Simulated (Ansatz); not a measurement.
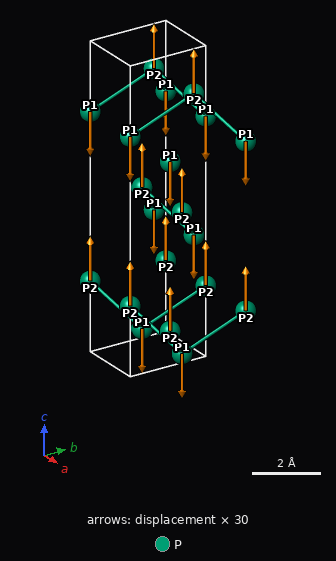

This is a relaxation of crystalline P (set up in R-3m). The starting structure is drawn; orange arrows show the displacements (the part carried along by the change of the cell is left out), 30 times their true length.

The picture is a ball-and-stick view of the conventional cell (3 times the calculation's cell), repeated 2 × 1 × 1 with one cell outlined, seen slightly off an axis. Lengths and directions refer to the drawn axes.

The run lets cell and atoms move.

Theory: Kohn-Sham DFT of a periodic cell, r2SCAN, Ansatz PAW (Ansatz 0.2.0).

Input file:
```yaml
crystal:
  lattice:
    - [1.725725178, 0.9963478961, 3.1296800121]
    - [-1.725725178, 0.9963478961, 3.1296800121]
    - [0.0, -1.9926957921, 3.1296800121]
  atoms:
    - { symbol: P, position: [0.77291975, 0.77291975, 0.77291975] }
    - { symbol: P, position: [0.22708025, 0.22708025, 0.22708025] }
hamiltonian:
  xc: r2scan
  pseudopotentials: { kind: paw }
kpoints:
  mp_grid: { grid: [9, 9, 9] }
scf:
  occupations: { method: fermi_dirac, width: 0.05 }
output:
  forces: true
  stress: true
  eigenvalues: true
relax:
  f_tol: 0.01
  max_steps: 40
  cell: { stress_tol: 0.05, p_target: 5.0 }
```

Run as
```bash
ansatz run input.yaml --threads 2 --pin off --max-ram 5632MiB --backend cpu --events-out ev --progress --plain --runs-dir out
```

What happened in the run?

Over 5 accepted moves (6 points after the start) the energy rises by 37.9 meV per cell of the calculation. With the target pressure of 5 GPa, the enthalpy E + pV changes by −44.2 meV per cell of the calculation. The largest force component goes from 0.038 to 0.00095 eV/Å. Pressure: 0.71 GPa at the start and 4.99 GPa at the end. The SCF was repeated once at an unchanged geometry on a basis and grid sized afresh for the cell, which shifted the energy by 0.3 meV per cell of the calculation at most. The largest moves relative to the cell, 0.046 Å, are those of P1 and P2. P2 goes along +c. The volume changes by −8.2 %, with a = b 3.451 → 3.418 Å (−1.0 %), c 9.389 → 8.791 Å (−6.4 %). Near-neighbour distances that change, for instance: P1–P2 2.293 → 2.287 Å. The space group stays R-3m (No. 166).
